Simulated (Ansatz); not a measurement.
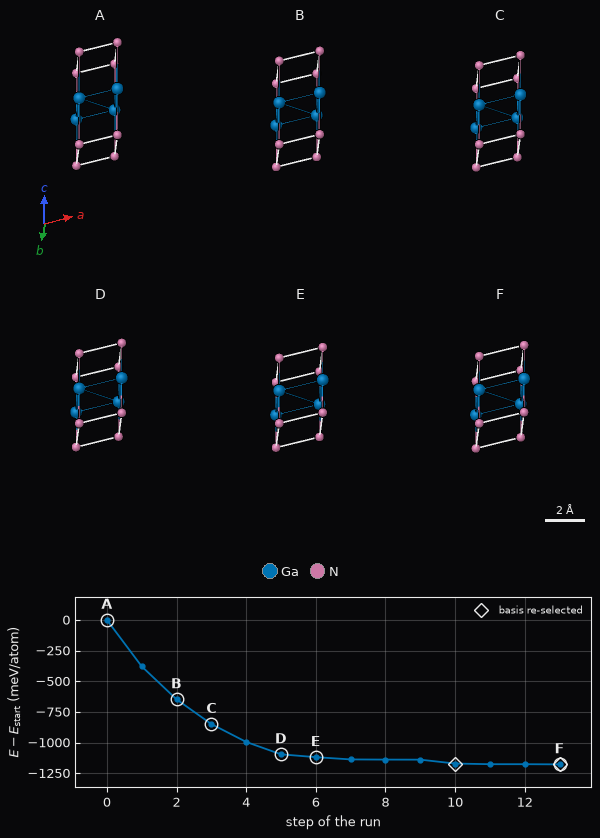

Frames of a relaxation of crystalline GaN (a generated structure, set up in P6/mmm) (coarse preliminary run), marked on the history of the run. The picture is a ball-and-stick view of the cell of the calculation, seen from a free direction.

Method: DFT PBE, scalar-relativistic, plane waves, PAW (Ansatz). Set-up: plane-wave cutoff 420 eV; k-point mesh 12 × 12 × 4; occupations gaussian; smearing width 0.1 eV; no spin polarisation; cell and atoms relaxed; force threshold 0.04 eV/Å; at most 70 steps.

> Describe the path.

After 11 accepted moves (13 points after the start) the energy has fallen by 1178 meV per atom. All forces vanish by symmetry, so only the cell relaxes. The pressure goes from 25.14 to 0.10 GPa. At 2 points the geometry stayed and the basis and grid were re-selected for the new cell (energy shift of 31.8 meV per atom at most each time). No atom moves by more than 0.005 Å relative to the cell. The volume changes by +0.2 %, with a = b 2.235 → 2.627 Å (+17.6 %), c 5.626 → 4.080 Å (−27.5 %). Near-neighbour distances that change, for instance: Ga–N 2.813 → 2.040 Å, Ga–Ga 2.235 → 2.627 Å. The space group stays P6/mmm (No. 191). The run took 18 s on 1 thread of Arm Neoverse V2, on a shared host, peak memory 0.29 GiB. From step 0 to 2: volume +1.6 %, energy −648 meV per atom. From step 2 to 3: volume −2.0 %, energy −201 meV per atom. From step 3 to 5: volume −5.7 %, energy −247 meV per atom. From step 5 to 6: volume −1.9 %, energy −23.0 meV per atom. From step 6 to 13: volume +8.9 %, energy −58.7 meV per atom.

```
step  E − E(0), meV/atom  pressure, GPa  volume, Å³/atom                      note
   0                0.00          25.14           12.168                          
   1             -379.10          11.89           12.387                          
   2             -648.04           4.23           12.359                          
   3             -849.32           1.02           12.109                          
   4             -995.28           1.67           11.751                          
   5            -1096.40           3.65           11.418                          
   6            -1119.44           9.93           11.199                          
   7            -1137.93           1.03           11.674                          
   8            -1139.37           1.61           11.662                          
   9            -1139.85           0.10           11.790                          
  10            -1171.67           3.00           11.790  same geometry, new basis
  11            -1176.84           0.75           12.093                          
  12            -1176.87          -0.03           12.196                          
  13            -1178.13           0.10           12.196  same geometry, new basis
```
